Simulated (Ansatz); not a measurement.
**Run report: Zn18O19 (charge −2), geometry relaxation (part 3 of 3)**

Zn18O19 (defect cell, 37 atoms in the cell, total charge −2); DFT PBE, scalar-relativistic, plane waves, PAW, no spin polarisation (Ansatz 0.2.0); cutoff 420 eV, 2×2×2 k-mesh, Gaussian smearing of 0.02 eV. The structure derives from a Materials Project entry. It belongs to a series of runs on one base structure; here: O_i, charge -2, atoms relaxed at the host's cell.

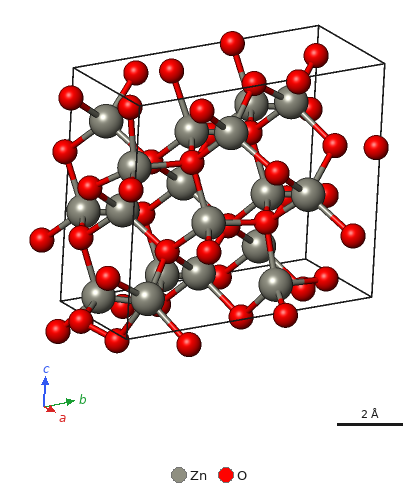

Figure 1. The geometry at step 3 of the log (ball-and-stick view of the cell of the calculation, seen slightly off an axis; bonded neighbours outside the cell are drawn too).

Trajectory as extended XYZ (Å, eV, eV/Å), 4 frames, from step=1 to step=4:
```
37
Lattice="-0.0000 -5.6801 -5.2932 -4.9191 2.8400 -5.2932 4.9191 2.8400 -5.2932" Properties=species:S:1:pos:R:3:forces:R:3 step=1 energy=-70508.13889
Zn    0.0323   -1.6946   -2.5333    0.0312   0.1506   0.0428
Zn   -1.6715    0.8784   -2.7295    0.2925  -0.0994   0.0263
Zn   -1.6138    0.9122   -7.9843    0.0441   0.0447   0.0663
Zn    1.6312    0.8928   -7.9944   -0.0291   0.0517   0.0301
Zn    1.6211    0.8870   -2.6924    0.0188   0.1006  -0.0548
Zn   -3.0201   -2.0395   -7.8268   -0.0920  -0.0335   0.1049
Zn   -0.0168   -1.9547   -7.9859    0.0085  -0.1137   0.0334
Zn   -0.0069    3.7376   -7.9811    0.0956  -0.0546  -0.0849
Zn    3.0480   -2.0625   -7.8822   -0.1836  -0.2907   0.0934
Zn   -1.5821   -0.9892   -5.2922    0.0707   0.0712   0.0146
Zn   -3.2469    1.8853   -5.2959    0.1120   0.0078   0.1344
Zn    1.6514   -0.9789   -5.3184   -0.0580   0.0135   0.0134
Zn    0.0397    1.8657  -10.7035   -0.0112   0.0021   0.1205
Zn    0.0054    1.8468   -5.3526   -0.0451  -0.0217   0.0903
Zn   -0.0090   -3.8589   -5.5945   -0.1687   0.0732   0.0547
Zn   -1.6188   -0.9958  -10.6114    0.0178  -0.0362  -0.0048
Zn    3.2292    1.8664   -5.2999    0.1205  -0.0113   0.0169
Zn    1.6456   -1.0345  -10.5865   -0.0351  -0.0470  -0.0176
O     0.0107    3.8242  -11.1347   -0.0931  -0.0354   0.0107
O     3.2211   -1.9775  -11.3440    0.0113   0.0086   0.1298
O    -1.6405    0.8967   -5.9663   -0.0547  -0.0366  -0.0706
O     1.6382    0.8984   -5.9831   -0.0015  -0.0678  -0.0867
O    -3.2480   -1.9271  -11.2839    0.1013  -0.0700   0.1136
O     1.7213    0.8612  -11.1340   -0.0715   0.0231  -0.0413
O     0.0296   -1.9238   -5.9904    0.0064  -0.0268   0.1017
O     0.0009   -1.9452  -11.2762    0.0137   0.0787   0.0142
O    -1.6388    0.8970  -11.2353    0.1048   0.0529  -0.0121
O     3.2965    1.8317   -8.5965   -0.0438  -0.1364  -0.0179
O     1.6736   -0.9826  -13.8692   -0.5360   0.1188  -0.2818
O    -3.2390    1.8758   -8.6255    0.0545  -0.0708  -0.0395
O     0.0153    1.8522   -8.6509    0.0158   0.0494  -0.0757
O    -0.0185   -3.8475   -8.6265    0.0486   0.0031  -0.0537
O     0.4186    2.0815  -13.2956    0.2285   0.0140   0.1279
O    -1.5906   -0.9774   -8.6253    0.0399   0.1608  -0.0975
O    -1.6634   -1.0562  -13.9050   -0.0660   0.0062   0.0629
O     1.5654   -0.9975   -8.6015   -0.0435   0.1046  -0.0841
O    -0.5286    1.5783  -14.3017    0.0965   0.0163  -0.3798
37
Lattice="-0.0000 -5.6801 -5.2932 -4.9191 2.8400 -5.2932 4.9191 2.8400 -5.2932" Properties=species:S:1:pos:R:3:forces:R:3 step=2 energy=-70508.16238
Zn    0.0383   -1.6863   -2.5306    0.0228   0.0914   0.0297
Zn   -1.6748    0.8791   -2.7313    0.2016  -0.0655   0.0286
Zn   -1.6069    0.9167   -7.9822    0.0178   0.0129   0.0467
Zn    1.6293    0.8934   -7.9942   -0.0049   0.0241   0.0313
Zn    1.6194    0.8877   -2.6881    0.0066   0.0675  -0.0253
Zn   -3.0200   -2.0388   -7.8263   -0.0695  -0.0184   0.0725
Zn   -0.0183   -1.9584   -7.9815   -0.0016  -0.0720   0.0251
Zn   -0.0099    3.7332   -7.9839    0.0880  -0.0285  -0.0547
Zn    3.0417   -2.0700   -7.8861   -0.1176  -0.1871   0.0500
Zn   -1.5809   -0.9878   -5.2894    0.0492   0.0428   0.0111
Zn   -3.2435    1.8840   -5.2950    0.0845   0.0216   0.1050
Zn    1.6532   -0.9800   -5.3185   -0.0398   0.0076   0.0112
Zn    0.0408    1.8673  -10.7011   -0.0107  -0.0034   0.0697
Zn    0.0041    1.8449   -5.3509   -0.0196  -0.0090   0.0698
Zn   -0.0132   -3.8589   -5.5952   -0.1246   0.0504   0.0509
Zn   -1.6158   -0.9933  -10.6120    0.0047  -0.0272   0.0070
Zn    3.2316    1.8633   -5.2984    0.0907  -0.0084   0.0011
Zn    1.6421   -1.0344  -10.5895   -0.0263  -0.0331  -0.0078
O     0.0114    3.8239  -11.1330   -0.0842  -0.0233  -0.0043
O     3.2187   -1.9796  -11.3412    0.0025   0.0065   0.0696
O    -1.6408    0.8947   -5.9679   -0.0380  -0.0249  -0.0523
O     1.6383    0.8959   -5.9850   -0.0087  -0.0445  -0.0658
O    -3.2461   -1.9275  -11.2763    0.0793  -0.0504   0.0624
O     1.7201    0.8632  -11.1346   -0.0401   0.0084  -0.0314
O     0.0298   -1.9247   -5.9839    0.0106  -0.0124   0.0598
O     0.0000   -1.9457  -11.2782    0.0107   0.0488   0.0084
O    -1.6341    0.8996  -11.2399    0.0705   0.0391  -0.0113
O     3.2964    1.8275   -8.5942   -0.0365  -0.0804  -0.0131
O     1.6558   -0.9789  -13.8765   -0.3467   0.0674  -0.1789
O    -3.2316    1.8766   -8.6262    0.0350  -0.0484  -0.0299
O     0.0185    1.8536   -8.6551    0.0083   0.0374  -0.0543
O    -0.0186   -3.8491   -8.6269    0.0161  -0.0006  -0.0426
O     0.4257    2.0870  -13.2977    0.1187  -0.0021   0.0463
O    -1.5878   -0.9713   -8.6262    0.0378   0.1052  -0.0680
O    -1.6673   -1.0616  -13.9037   -0.0539   0.0249   0.0430
O     1.5601   -0.9959   -8.6051   -0.0138   0.0684  -0.0532
O    -0.5238    1.5762  -14.3048    0.0816   0.0156  -0.2055
37
Lattice="-0.0000 -5.6801 -5.2932 -4.9191 2.8400 -5.2932 4.9191 2.8400 -5.2932" Properties=species:S:1:pos:R:3:forces:R:3 step=3 energy=-70508.13214 accepted=F
Zn    0.0570   -1.6560   -2.5263    0.0280  -0.1863  -0.0502
Zn   -1.6753    0.8729   -2.7265   -0.0072   0.0021   0.0074
Zn   -1.5939    0.9239   -7.9762   -0.0116  -0.0054   0.0039
Zn    1.6335    0.8892   -7.9895    0.0116  -0.0135   0.0120
Zn    1.6161    0.9036   -2.6666    0.0019   0.0112  -0.0104
Zn   -2.9957   -2.0389   -7.8174   -0.1558   0.1195  -0.0489
Zn   -0.0037   -1.9668   -7.9601    0.0127  -0.0031  -0.0069
Zn   -0.0086    3.7379   -7.9899   -0.0091   0.0152   0.0111
Zn    3.0309   -2.0872   -7.8798    0.1371   0.0689  -0.0572
Zn   -1.5864   -0.9839   -5.2875    0.0191  -0.0302   0.0040
Zn   -3.2444    1.8877   -5.2859   -0.0160   0.0258   0.0003
Zn    1.6532   -0.9879   -5.3068   -0.0094  -0.0210   0.0128
Zn    0.0454    1.8692  -10.6735    0.0082   0.0044  -0.0386
Zn   -0.0079    1.8404   -5.3477   -0.0030   0.0003   0.0095
Zn   -0.0666   -3.8699   -5.5934    0.0348   0.0065   0.1040
Zn   -1.6293   -0.9884  -10.6002   -0.0165   0.0049   0.0110
Zn    3.2280    1.8393   -5.3018    0.0179   0.0120   0.0053
Zn    1.6096   -1.0406  -10.5944    0.0208   0.0132   0.0041
O     0.0059    3.8109  -11.1444   -0.0189   0.0024   0.0149
O     3.1851   -1.9977  -11.3301   -0.0609  -0.0358  -0.1106
O    -1.6584    0.8884   -5.9723    0.0399   0.0248   0.0154
O     1.6227    0.8816   -5.9900   -0.0043   0.0064   0.0051
O    -3.2633   -1.9210  -11.2530    0.0287  -0.0058  -0.0187
O     1.7073    0.8636  -11.1427   -0.0100  -0.0161   0.0105
O     0.0269   -1.9356   -5.9590    0.0072   0.0304  -0.0215
O    -0.0237   -1.9477  -11.2835    0.0035  -0.0121   0.0066
O    -1.6174    0.9106  -11.2411    0.0006  -0.0011   0.0252
O     3.2977    1.8158   -8.5946   -0.0327   0.0302   0.0052
O     1.6292   -0.9681  -13.8861    0.0032  -0.0436   0.0020
O    -3.2064    1.8959   -8.6183    0.0218   0.0442  -0.0129
O     0.0300    1.8618   -8.6492    0.0067   0.0052  -0.0118
O    -0.0261   -3.8512   -8.6306    0.0042  -0.0003   0.0046
O     0.5168    2.1389  -13.4681    0.8870   0.5147   0.8705
O    -1.5547   -0.9585   -8.6188    0.0447  -0.0026  -0.0128
O    -1.6755   -1.0600  -13.9067   -0.0222  -0.0533   0.0136
O     1.5701   -0.9955   -8.6126   -0.0649   0.0077   0.0071
O    -0.4862    1.5491  -14.2858   -0.8974  -0.5202  -0.7655
37
Lattice="-0.0000 -5.6801 -5.2932 -4.9191 2.8400 -5.2932 4.9191 2.8400 -5.2932" Properties=species:S:1:pos:R:3:forces:R:3 step=4 energy=-70508.18067
Zn    0.0518   -1.6668   -2.5255    0.0039  -0.0117  -0.0085
Zn   -1.6759    0.8753   -2.7301    0.0037   0.0002   0.0040
Zn   -1.5952    0.9219   -7.9786   -0.0047  -0.0032  -0.0031
Zn    1.6286    0.8913   -7.9943    0.0036  -0.0089   0.0033
Zn    1.6101    0.8927   -2.6786    0.0078  -0.0044   0.0148
Zn   -3.0154   -2.0387   -7.8216   -0.0120   0.0141  -0.0037
Zn   -0.0198   -1.9676   -7.9715    0.0006   0.0096   0.0067
Zn   -0.0113    3.7297   -7.9929   -0.0038  -0.0017   0.0007
Zn    3.0281   -2.0860   -7.8918   -0.0013   0.0002   0.0162
Zn   -1.5757   -0.9833   -5.2863   -0.0017  -0.0090   0.0000
Zn   -3.2343    1.8891   -5.2864   -0.0042   0.0056  -0.0013
Zn    1.6570   -0.9825   -5.3177    0.0123  -0.0107  -0.0015
Zn    0.0477    1.8717  -10.6972   -0.0090  -0.0102  -0.0210
Zn    0.0024    1.8435   -5.3476    0.0004   0.0022  -0.0034
Zn   -0.0349   -3.8604   -5.5828    0.0017   0.0082  -0.0041
Zn   -1.6166   -0.9888  -10.6113   -0.0073   0.0140   0.0000
Zn    3.2351    1.8533   -5.2995    0.0117  -0.0043  -0.0029
Zn    1.6270   -1.0386  -10.5947   -0.0055   0.0122   0.0024
O     0.0110    3.8252  -11.1340   -0.0066   0.0090   0.0072
O     3.2053   -1.9860  -11.3365    0.0127   0.0013   0.0009
O    -1.6446    0.8925   -5.9728    0.0015  -0.0011  -0.0005
O     1.6341    0.8892   -5.9930   -0.0068   0.0055   0.0019
O    -3.2484   -1.9243  -11.2635    0.0021  -0.0020  -0.0049
O     1.7212    0.8633  -11.1360    0.0090  -0.0080   0.0069
O     0.0327   -1.9296   -5.9714    0.0016   0.0045  -0.0025
O    -0.0086   -1.9460  -11.2855    0.0056  -0.0093   0.0010
O    -1.6204    0.9073  -11.2491   -0.0124  -0.0023   0.0065
O     3.2963    1.8176   -8.5930   -0.0072   0.0153   0.0006
O     1.6249   -0.9720  -13.8866    0.0122  -0.0040   0.0021
O    -3.2155    1.8814   -8.6287    0.0002   0.0088  -0.0003
O     0.0256    1.8581   -8.6642   -0.0034   0.0021   0.0031
O    -0.0255   -3.8521   -8.6316   -0.0068  -0.0013  -0.0107
O     0.4552    2.1061  -13.3145   -0.0284  -0.0167  -0.0249
O    -1.5763   -0.9606   -8.6294    0.0097  -0.0075   0.0052
O    -1.6804   -1.0681  -13.9037    0.0041   0.0007  -0.0006
O     1.5538   -0.9953   -8.6129    0.0034   0.0026   0.0073
O    -0.5073    1.5634  -14.2959    0.0132   0.0002   0.0031
```

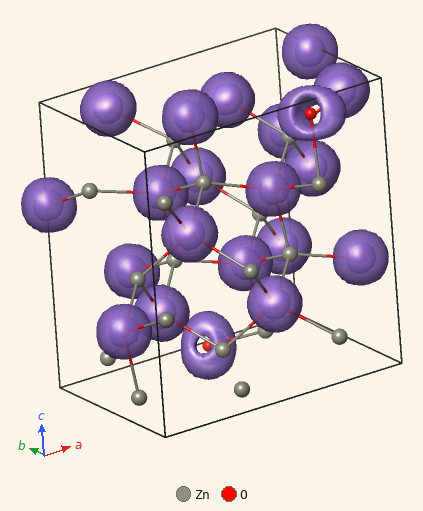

Figure 2. Isosurface of the electron localisation function at 0.75 (purple), seen slightly off an axis. Core shells and regions of very low density are left out. Sticks mark near contacts. The outline is the calculation cell. Profiles from the grid: O–O (1.48 Å): the ELF peaks at about 0.70 between the atoms. Zn–O (1.95 Å): the ELF is about 0.25 at the midpoint. Core electrons are frozen (PAW), so the fields are smoothed inside the atomic spheres.

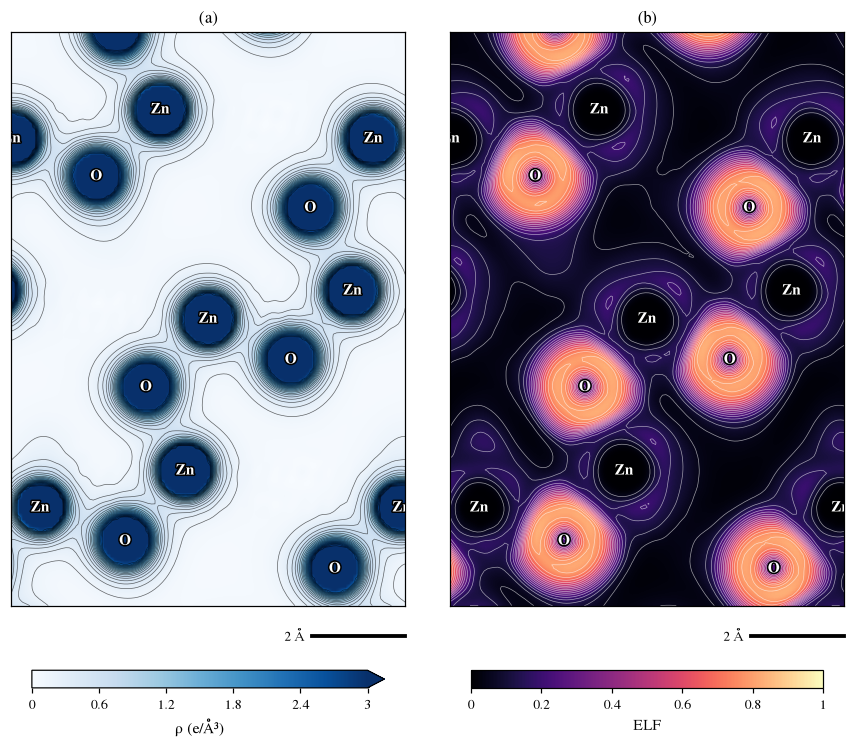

Figure 3. (a) valence electron density; (b) electron localisation function on the (101̄) plane of the calculation cell. The section cuts through Zn and O sites. Zn–O (1.97 Å): ρ is about 0.61 e/Å³ halfway; the ELF is about 0.25 at the midpoint. Zn–O (1.98 Å): ρ is about 0.59 e/Å³ halfway; the ELF is about 0.25 at the midpoint. Zn–O (2.01 Å): ρ is about 0.56 e/Å³ halfway; the ELF is about 0.25 at the midpoint. Away from the nuclei the density in this plane falls to 0.006 e/Å³ at its lowest.

Summary:

- outcome: converged
- electrons treated: 332
- free energy: −70508.1807 eV
- Fermi energy: 9.767 eV
- gap on the k-point mesh: 1.20 eV
- final volume: 443.69 Å³
- largest force (length of the vector) at the end: 0.041 eV/Å
- wall time: 67 s (CPU time 8.2 min)
- peak memory: 2 GiB
